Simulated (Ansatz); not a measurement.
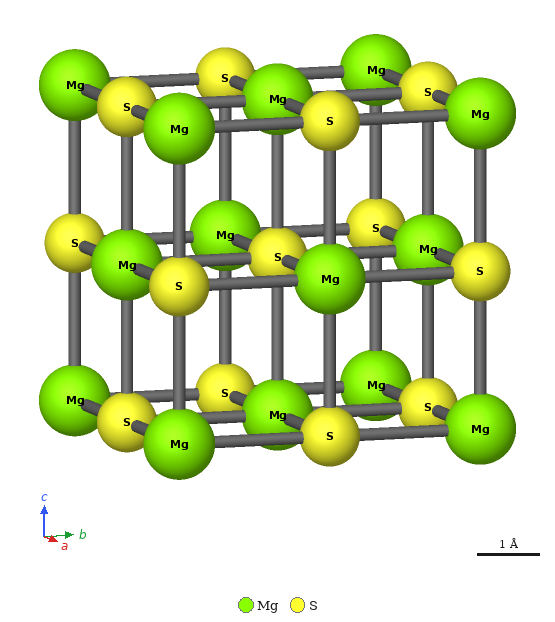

Fig. 1: The structure as given in the input (ball-and-stick view of the cell 4 times as large as that of the calculation, set on its symmetry axes, seen slightly off an axis). Near neighbours in the crystal (not all of them lie inside the picture): Mg has 6 S at 2.60 Å; S has 6 Mg at 2.60 Å.

Single-point calculation, with input and output: MgS

- system: MgS (Fm-3m, 2 atoms in the cell)
- method: DFT PBE, scalar-relativistic, plane waves, PAW, no spin polarisation (Ansatz 0.2.0)

The structure derives from an entry of the Crystallography Open Database.

### Output
```
Engine: ansatz 0.2.0, x86_64-unknown-linux-gnu
Pseudopotentials: kind: paw
Pseudopotential: Mg, paw, valence charge 10, recommended cutoff 420 eV (normal), Mg.paw.azcp
Pseudopotential: S, paw, valence charge 6, recommended cutoff 420 eV (normal), S.paw.azcp
Functional definition: PBE
  parameter kappa = 0.804
  parameter beta = 0.06672455060314922
  exchange = pbe_x(kappa = kappa, mu = beta*pi^2/3)
  correlation = pbe_c(beta = beta)
Crystal: 2 atoms, lattice volume = 35.219 Å³
Basis set: ecut = 420 eV, 701 PW (Γ), exchange–correlation on 50×50×50 points (8 copies of the dense FFT grid, shifted against one another)
Bands: 12, of which v1, the nominal top of the filled ones, is band 8 counted from 1 (7 counted from 0)
Symmetry: 48 space group operations
Space group: Fm-3m (ITA 225), of the structure as read, at distance tolerance 3.3e-5 Å
k-points: 16 of 216
Non-local potential: Mg, projectors of the file, l = 0: 3, l = 1: 2, l = 2: 1
Non-local potential: S, projectors of the file, l = 0: 2, l = 1: 2, l = 2: 2
PAW form: soft (Blöchl's): semilocal exchange-correlation on the pseudo side does not see the compensation charge
PAW one-centre angular grid: Mg, 110 points (default); XC on 64 Gauss nodes
PAW one-centre angular grid: S, 110 points (default); XC on 64 Gauss nodes
Initial density: superposition of atomic densities (neutral atoms: chi_scale 0, normalization atom), corrected by the library's trained network
Initial wavefunctions: pseudopotential atomic-orbital guess
Functional: x = pbe(κ = 0.804, μ = 0.2195149727645171), c = pbe(β = 0.06672455060314922)
SCF iter   1: F=—  HF=-2828.744298 eV  |F-HF|=—  |Δ(HF+E_count)|=         —  Δρ=3.75e-4  dr2=2.49e-5  ethr=1.77e-3  ⟨swp⟩=6.4  Hψ=1158  notcnv=0
preconditioner: auto → none  [insulator: Δε(μ)=2.782 eV  Ē_g=11.749 eV  σ=0.100 eV  W_gap=1.00  n_scr=8 (ndim 8)  ℏωp=17.7 eV  f_vac=0.000  D(μ)=0.00/eV (n_scr^D=0)  ε∞_Penn≈3.3]
SCF iter   2: F=—  HF=-2828.744177 eV  |F-HF|=—  |Δ(HF+E_count)|=   1.21e-4  Δρ=3.24e-4  dr2=5.19e-5  ethr=1.55e-7  ⟨swp⟩=3.0  Hψ=496  notcnv=0
SCF iter   3: F=—  HF=-2828.744175 eV  |F-HF|=—  |Δ(HF+E_count)|=   2.10e-6  Δρ=1.49e-4  dr2=6.24e-6  ethr=1.55e-7  ⟨swp⟩=2.0  Hψ=249  notcnv=0
SCF iter   4: F=—  HF=-2828.744194 eV  |F-HF|=—  |Δ(HF+E_count)|=   1.94e-5  Δρ=7.90e-5  dr2=3.25e-6  ethr=3.90e-8  ⟨swp⟩=2.0  Hψ=256  notcnv=0
SCF iter   5: F=—  HF=-2828.744193 eV  |F-HF|=—  |Δ(HF+E_count)|=   8.78e-7  Δρ=4.00e-5  dr2=8.90e-7  ethr=2.03e-8  ⟨swp⟩=1.0  Hψ=192  notcnv=0
SCF iter   6: F=-2828.744193 eV  HF=-2828.744193 eV  |F-HF|=7.09e-8  |Δ(HF+E_count)|=   2.87e-7  Δρ=1.30e-5  dr2=9.59e-8  ethr=6.25e-10  ⟨swp⟩=3.4  Hψ=686  notcnv=0
SCF 1 converged in 6 iterations: F = -2828.744193 eV  dr2 = 9.59e-8
  greatest PAW one-centre occupation: 1.000 electrons in one spin orbital (limit 2), on the Mg atom at site 0 (counted from 0), in its partial waves of l = 0
```

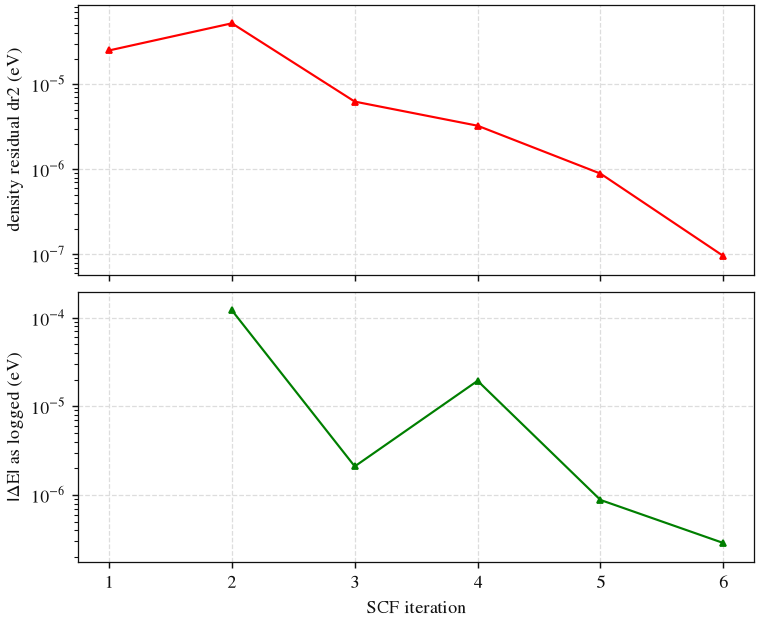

Fig. 2: Convergence of the self-consistent field: density residual dr2 and size of the energy change against the SCF iteration. The residual comes down, with one marked jump up, by a factor of about 2, at step 2.

```
SCF converged after 6 iterations
Free energy (F): -2828.744193 eV
Harris-Foulkes:  -2828.744193 eV  (|F-HF|=7.09e-8)
Internal energy: -2828.744193 eV  (E = F + TS)
E sigma→0 (E₀):  -2828.744193 eV
Fermi energy:    7.785118 eV
--- Per-component energies (eV) ---
  E_band       = -331.812854
  E_kinetic    = 185.310620
  E_local      = -1665.936203  (includes V_loc(G=0)·N_el)
  E_nonlocal   = 123.406308
  E_hartree    = 593.044811
  E_xc         = -127.751473
  E_vxc        = -127.044704  (∫ρ·V_xc dr)
  E_paw        = -893.078233  (= ΣΔE_a)
  E_vpaw       = -33.637698  (= ΣTr[D̂ρ^β])
  E_aug_tail   = -0.000002  (compensation charges beyond the density's cutoff)
  E_ewald      = -1043.740020
  E_smearing   = -0.000000  (= −TS)
  E_closure    = -0.000000  (closes the sum)
  Σ components = -2828.744193   (vs F -2828.744193, Δ=0.00e0)
--- Forces (eV/Å), atoms counted from 1 ---
  atom   1  Mg    -0.00000000    -0.00000000     0.00000000
  atom   2  S      0.00000000    -0.00000000    -0.00000000
  max |Σ_I F_I| component: 5.82e-30 eV/Å
--- Stress (GPa, compression-positive) ---
        1.188026       0.000000       0.000000
        0.000000       1.188026      -0.000000
       -0.000000      -0.000000       1.188026
  P = ⅓ Tr σ = 1.1880 GPa (11.880 kbar)
--- Band table (eV; the first three rows and the last of 16) ---
  k-point 0: bands = ["-68.3318", "-35.0834", "-35.0834", "-35.0834", "-6.2748", "6.3911", "6.3911", "6.3911", "10.1124", "14.3062", "14.3062", "14.3062"]
  k-point 1: bands = ["-68.3318", "-35.0851", "-35.0837", "-35.0837", "-6.0095", "4.7654", "6.2223", "6.2223", "11.2069", "14.0251", "14.5688", "14.5688"]
  k-point 2: bands = ["-68.3316", "-35.0884", "-35.0841", "-35.0841", "-5.3699", "2.5552", "5.9300", "5.9300", "11.1733", "13.7093", "13.7093", "15.7354"]
  k-point 15: bands = ["-68.3314", "-35.0885", "-35.0868", "-35.0860", "-4.5638", "2.6497", "3.8184", "4.1829", "10.8059", "12.5959", "15.5298", "16.1609"]
```

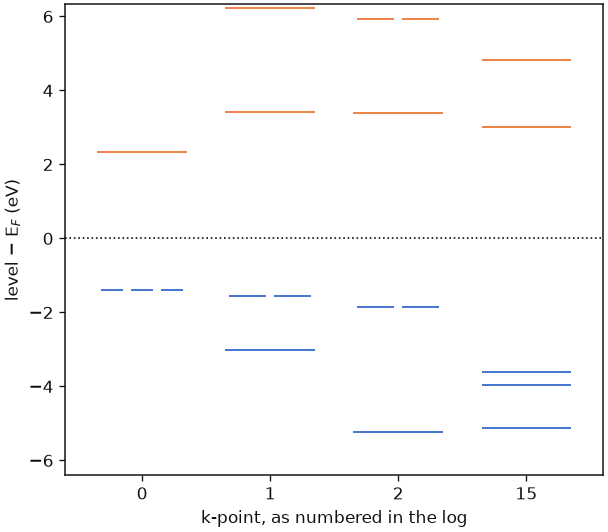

Fig. 3: Kohn–Sham levels near the Fermi level (dotted) at the few k-points that the log prints; levels within 0.02 eV of each other stand side by side. Among these points the highest filled and lowest empty levels are 3.72 eV apart; the gap on the full mesh, 2.79 eV, has an edge at a point that isn't printed.

The run was set up as follows.

### The input
```yaml
crystal:
  lattice:
    - [0.0, 2.60165, 2.60165]
    - [2.60165, 0.0, 2.60165]
    - [2.60165, 2.60165, 0.0]
  atoms:
    - { symbol: Mg, position: [0.0, 0.0, 0.0] }
    - { symbol: S, position: [0.5, 0.5, 0.5] }
basis:
  ecutwfc: 420
kpoints:
  mp_grid: { grid: [6, 6, 6] }
hamiltonian:
  xc: pbe
scf:
  occupations: { method: gaussian, width: 0.1 }
output:
  forces: true
  stress: true
  eigenvalues: true
```

Launch command:
```bash
ansatz run input.yaml --threads 4 --pin off --max-ram 5120MiB --backend cpu --events-out ev --progress --plain --runs-dir out
```

### Results in brief

- outcome: converged
- space group (tolerance 0.01 Å): Fm-3m (225)
- electrons treated: 16
- free energy: −2828.7442 eV
- Fermi energy: 7.785 eV
- gap on the k-point mesh: 2.79 eV
- pressure: 1.19 GPa
- largest force (length of the vector): under 0.001 eV/Å
- hardware: 4 threads of Intel Xeon (Granite Rapids), 64 GiB of memory available, shared host
- peak memory: 0.33 GiB
